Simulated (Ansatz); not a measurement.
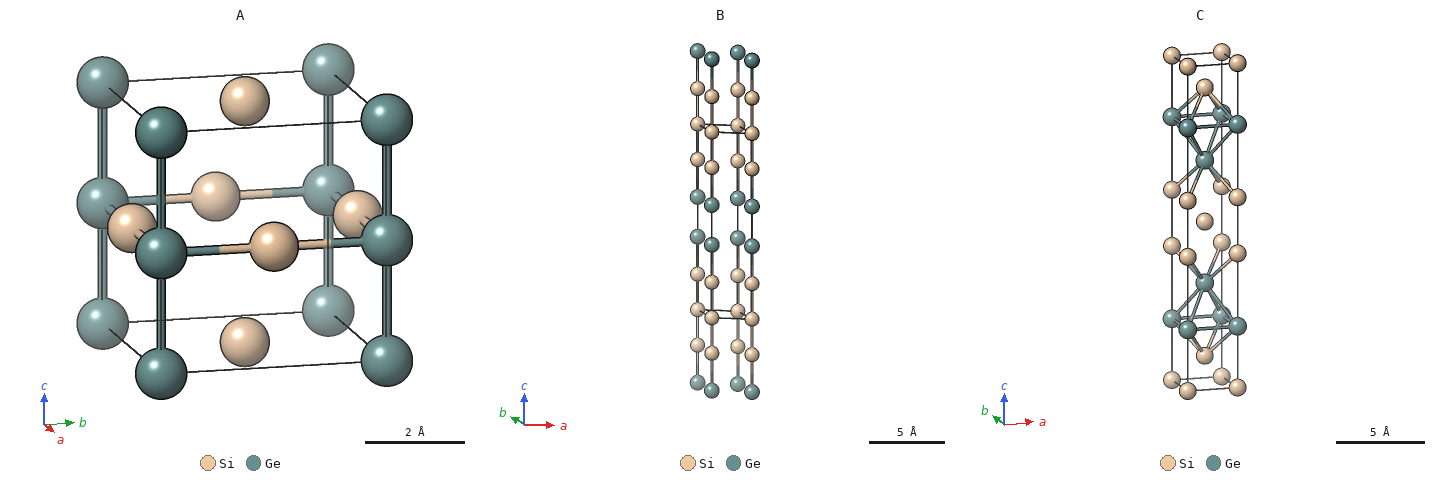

Three structures of Si3Ge2, each relaxed to rest (conventional cells in solid outline, small ones repeated, each panel with its own scale). Method: DFT PBE, scalar-relativistic, plane waves, PAW (Ansatz), without spin polarisation.

Question: What are the structures shown?

Answer: A: 5 atoms a cell on a primitive tetragonal lattice, P4/mmm; B: 5 atoms a cell on a primitive hexagonal lattice, P6/mmm; C: 10 atoms a cell on a body-centred tetragonal lattice, I4/mmm.

Question: Rank them by energy, lowest first.

Answer: B, then C (+142 meV/atom) and A (+807 meV/atom), energies at zero smearing.

Question: Collect the results in a table.

Answer:
| panel | structure | E − E(lowest) (meV/atom) | volume (Å³/atom) | gap (eV) |
| --- | --- | --- | --- | --- |
| B | P6/mmm | 0 | 16.8 | metal |
| C | I4/mmm | 142 | 16.7 | metal |
| A | P4/mmm | 807 | 22.2 | metal |

Some of these may be structure types tried for this composition rather than known phases, and the most stable form need not be among them. Gaps are taken on the k-mesh or band path of each run.
